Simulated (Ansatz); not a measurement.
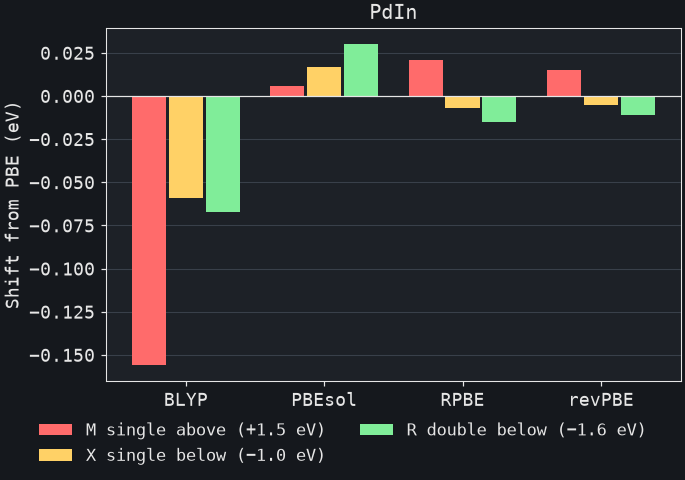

Levels near the Fermi level of CsCl-type PdIn, space group Pm-3m (No. 221), 2 atoms in the cell (cubic a = 3.272 Å), a metal, by five methods on one cell, as shifts from PBE. Each level is counted from the Fermi level of its run and named by k point, degeneracy (spin aside) and side; the legend gives its PBE energy. The cell is at 4 GPa in PBE.

**Which method departs most from PBE, and how?**

BLYP: it moves M single above by −0.16 eV, X single below by −0.06 eV and R double below by −0.07 eV. At these levels the other methods stay within 0.03 eV of PBE.

```
method  M single above (eV)  X single below (eV)  R double below (eV)
  BLYP                 1.39                −1.09                −1.64
   PBE                 1.54                −1.03                −1.57
PBEsol                 1.55                −1.01                −1.54
  RPBE                 1.56                −1.04                −1.59
revPBE                 1.56                −1.03                −1.58
```

Settings. BLYP: all-electron LAPW, 8×8×8 k mesh, Fermi-Dirac smearing of 0.05 eV (Ansatz 0.2.0). PBE: all-electron LAPW, 8×8×8 k mesh, Fermi-Dirac smearing of 0.05 eV (Ansatz). PBEsol: all-electron LAPW, 8×8×8 k mesh, Fermi-Dirac smearing of 0.05 eV (Ansatz 0.2.0). RPBE: all-electron LAPW, 8×8×8 k mesh, Fermi-Dirac smearing of 0.05 eV (Ansatz). revPBE: all-electron LAPW, 8×8×8 k mesh, Fermi-Dirac smearing of 0.05 eV (Ansatz). No run carries moments or holds spin-orbit coupling.

Spin-orbit coupling is left out, which matters for In. The cell comes from a database of computed structures, and whether it is the stable form of this composition wasn't checked. The Fermi levels are those of this mesh and smearing.
